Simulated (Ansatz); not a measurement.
# Band gap of CS2NF5 (P-1) from density functionals to GW, part 3 of 3

Wanted: a ladder of band gaps for CS2NF5 (P-1), from density functionals to G0W0.

Ansatz 0.2.0; density functionals, hybrids and G0W0, plane waves, PAW. Known limits of the many-body steps: finite bands, screening cutoff and k mesh; no spin-orbit coupling in G0W0.

So far. Step 10 (G0W0@HSE06, 4×2×2 mesh, 1064 empty bands, screening to …): Over all 12 irreducible mesh points the G0W0 gap is 7.242 eV, from k = (0.000, -0.500, 0.000) to k = (0.000, -0.500, -0.500). The HSE06 gap of this run on the mesh is 4.268 eV. The two states that bound the G0W0 gap lie that far apart at the start, so the correction of the gap is 7.242 − 4.268 = +2.974 eV.

In doubt: masses and optical values from hybrid runs of this build are listed as unsure (step 10), which bears on the screening that GW takes from such a start.

## Step 12: All levels together

Each gap is the least one over the points named; times are wall times on shared hosts, not benchmarks. A G0W0 time includes the run's own self-consistent start. Runs with listed points see these and the mesh alone, so an edge that moves elsewhere is missed. Rows marked * are further runs, not shown as steps, whose inputs differ from the G0W0 step on the same start in the columns given; solver thresholds can differ too.

```tsv
level	mesh	files, cutoff	bands summed, screening	points	gap (eV)	valence top	conduction bottom	least direct gap (eV)	time
LDA	6×4×4	soft_1 PAW, 420 eV	-	mesh and listed points	2.754	(0.000, -0.500, 0.250)	(0.167, 0.250, 0.250)	2.808	26 s
PBEsol	6×4×4	soft_1 PAW, 420 eV	-	mesh and listed points	2.868	(0.000, -0.500, 0.250)	(0.167, 0.250, 0.250)	2.918	24 s
PBE	6×4×4	soft_1 PAW, 420 eV	-	mesh and path	2.871	(0.000, -0.500, 0.250)	(0.167, 0.250, 0.250)	2.921	24 s
r2SCAN	6×4×4	soft_1 PAW, 500 eV	-	mesh and listed points	3.294	(0.000, -0.500, 0.250)	(0.167, 0.250, 0.250)	3.345	14 s
HSE06	4×2×2	soft_1 PAW, 420 eV	-	mesh and listed points	4.209	(0.000, -0.500, 0.250)	(0.167, 0.250, 0.250)	4.263	64 s
PBE0	4×2×2	soft_1 PAW, 420 eV	-	mesh and listed points	4.971	(0.000, -0.500, 0.250)	(0.167, 0.250, 0.250)	5.027	65 s
DDH-PBE0	4×2×2	soft_1 PAW, 420 eV	-	mesh and listed points	6.518	(0.000, -0.500, 0.250)	(0.167, 0.250, 0.250)	6.576	1.7 min
G0W0@PBE*	4×2×2	soft_1 PAW, 420 eV	230, 42 eV	all 12 irreducible mesh points	6.625	(0.000, -0.500, 0.000)	(0.000, -0.500, -0.500)	6.639	18 s
G0W0@PBE*	4×2×2	soft_1 PAW, 420 eV	550, 84 eV	all 12 irreducible mesh points	6.650	(0.000, -0.500, 0.000)	(0.000, -0.500, -0.500)	6.662	44 s
G0W0@PBE	4×2×2	soft_1 PAW, 420 eV	1120, 140 eV	all 12 irreducible mesh points	6.654	(0.000, -0.500, 0.000)	(0.000, -0.500, -0.500)	6.666	1.8 min
G0W0@PBE*	2×2×2	soft_1 PAW, 420 eV	550, 84 eV	all 8 irreducible mesh points	6.670	(0.000, -0.500, 0.000)	(0.000, -0.500, -0.500)	6.682	33 s
G0W0@HSE06	4×2×2	soft_1 PAW, 420 eV	1120, 140 eV	all 12 irreducible mesh points	7.242	(0.000, -0.500, 0.000)	(0.000, -0.500, -0.500)	7.258	5.6 min
G0W0@PBEsol	4×2×2	soft_1 PAW, 420 eV	1120, 140 eV	all 12 irreducible mesh points	6.628	(0.000, -0.500, 0.000)	(0.000, -0.500, -0.500)	6.641	87 s
```

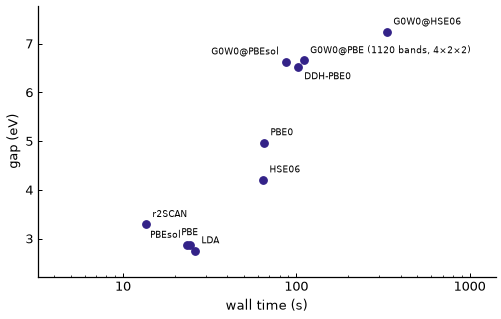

Gap against wall time for the runs shown as steps.

## Step 13: Results

| Property | Result |
| --- | --- |
| LDA, over mesh and listed points | 2.754 eV |
| PBEsol, over mesh and listed points | 2.868 eV |
| PBE, over mesh and path | 2.871 eV |
| r2SCAN, over mesh and listed points | 3.294 eV |
| HSE06, over mesh and listed points | 4.209 eV |
| PBE0, over mesh and listed points | 4.971 eV |
| DDH-PBE0, over mesh and listed points | 6.518 eV |
| G0W0@PBE (1120 bands, 4×2×2), over all 12 irreducible mesh points | 6.654 eV |
| G0W0@HSE06, over all 12 irreducible mesh points | 7.242 eV |
| G0W0@PBEsol, over all 12 irreducible mesh points | 6.628 eV |
| known limits | finite bands, screening cutoff and k mesh; no spin-orbit coupling in G0W0 |

The rows run from 2.754 eV (LDA) to 7.242 eV (G0W0@HSE06). They differ in mesh, plane-wave cutoff, bands and screening cutoff of G0W0 and the points over which the gap was sought as well as in level, so only pairs that share these are like for like. PBEsol against LDA: 2.868 − 2.754 = +0.114 eV, with the same mesh, files and cutoff, and both edges at the same k points. PBE against PBEsol: 2.871 − 2.868 = +0.003 eV, with the same mesh, files and cutoff, and both edges at the same k points. PBE0 against HSE06: 4.971 − 4.209 = +0.762 eV, with the same mesh, files and cutoff, and both edges at the same k points. DDH-PBE0 against PBE0: 6.518 − 4.971 = +1.547 eV, with the same mesh, files and cutoff, and both edges at the same k points. G0W0@HSE06 against G0W0@PBE with 1120 bands: 7.242 − 6.654 = +0.588 eV, with the same mesh, files and cutoffs, and both edges at the same k points. G0W0@PBEsol against G0W0@HSE06 with 1120 bands: 6.628 − 7.242 = −0.614 eV, with the same mesh, files and cutoffs, and both edges at the same k points. The dielectric-dependent hybrid took 0.430 of exact exchange, against 0.25 in PBE0. G0W0@PBE (1120 bands, 4×2×2) moves the gap of its own start on the mesh by 6.654 − 2.921 = +3.733 eV, between the same two levels. Over mesh and path, PBE puts the valence top at k = (0.000, -0.500, 0.250) and conduction bottom at k = (0.167, 0.250, 0.250), where no G0W0 correction was computed. The G0W0 gap over the whole zone is therefore not known from this run; at its settings it can only be equal to or under the 6.654 eV found, and no correction is carried over from another point. For the start itself the gap is 2.871 eV over mesh and path and 2.921 eV on the mesh of the G0W0 run, in runs that differ in mesh (6×4×4 and 4×2×2). G0W0@HSE06 moves the gap of its own start on the mesh by 7.242 − 4.268 = +2.974 eV, between the same two levels. Over mesh and listed points, HSE06 puts the valence top at k = (0.000, -0.500, 0.250) and conduction bottom at k = (0.167, 0.250, 0.250), where no G0W0 correction was computed. The G0W0 gap over the whole zone is therefore not known from this run; at its settings it can only be equal to or under the 7.242 eV found, and no correction is carried over from another point. For the start itself the gap is 4.209 eV over mesh and listed points and 4.268 eV on the mesh of the G0W0 run. G0W0@PBEsol moves the gap of its own start on the mesh by 6.628 − 2.920 = +3.708 eV, between the same two levels. Over mesh and listed points, PBEsol puts the valence top at k = (0.000, -0.500, 0.250) and conduction bottom at k = (0.167, 0.250, 0.250), where no G0W0 correction was computed. The G0W0 gap over the whole zone is therefore not known from this run; at its settings it can only be equal to or under the 6.628 eV found, and no correction is carried over from another point. For the start itself the gap is 2.868 eV over mesh and listed points and 2.920 eV on the mesh of the G0W0 run, in runs that differ in mesh (6×4×4 and 4×2×2). For G0W0@PBE: from 230 bands and 42 eV to 1120 bands and 140 eV the gap moves by 6.654 − 6.625 = +0.029 eV (rung by rung 6.625, 6.650, 6.654 eV); bands and screening cutoff rise together, so their parts are not told apart. A line in one over the bands through the two highest rungs gives 6.654 + (6.654 − 6.650) × 550 / (1120 − 550) = 6.658 eV, and through the pair below 6.650 + (6.650 − 6.625) × 230 / (550 − 230) = 6.668 eV. The two agree within 0.03 eV and the same two states bound the gap in each rung, so 6.658 eV is taken as an estimate of the limit on this mesh. The other G0W0 rows are shown at one basis each (1120 bands), so their distance from the limit is not known here. With the 2×2×2 mesh in place of the 4×2×2 mesh and all else as in the G0W0@PBE row with 550 bands, the gap differs by 6.670 − 6.650 = +0.020 eV, and that of the start by 2.921 − 2.921 = +0.000 eV. The G0W0 runs are scalar-relativistic. G0W0@PBE runs of this series with other atomic data on the same mesh, not shown as steps, give 6.635 eV (hard PAW, 1050 eV, 1633 bands, screening to 182 eV); where bands and cutoffs differ too, the part of the files is not isolated.

[Paths, hosts, dates, memory and timing lines, banners, echoed tables and standing remarks are left out of the program output.]

[Logs are printed without paths, hosts, clocks, repeated set-up lines and the standing remarks that a program may print on its own settings, such as how far it seeks lower states.]

[Runs of the session that timed out or met a known fault of the program may be left out.]

[Cells called generated may have been cut or substituted from an entry of the Crystallography Open Database or the Materials Project.]

[Hosts, paths, dates, database ids (printed as entryN), source tags and the programs' standing remarks are cut or masked in the printed files.]

[Where an RPA ε∞ is given, it is that of the G0W0 mesh and is not shown converged in it. Names of k-points follow the symmetry that the program found, which can be lower than the space group named. Band edges on a path are those of the sampled points; other points can move an edge, and change direct to indirect where valleys lie close.]

[Hybrid gaps are those of their k-mesh and are not shown converged in it.]
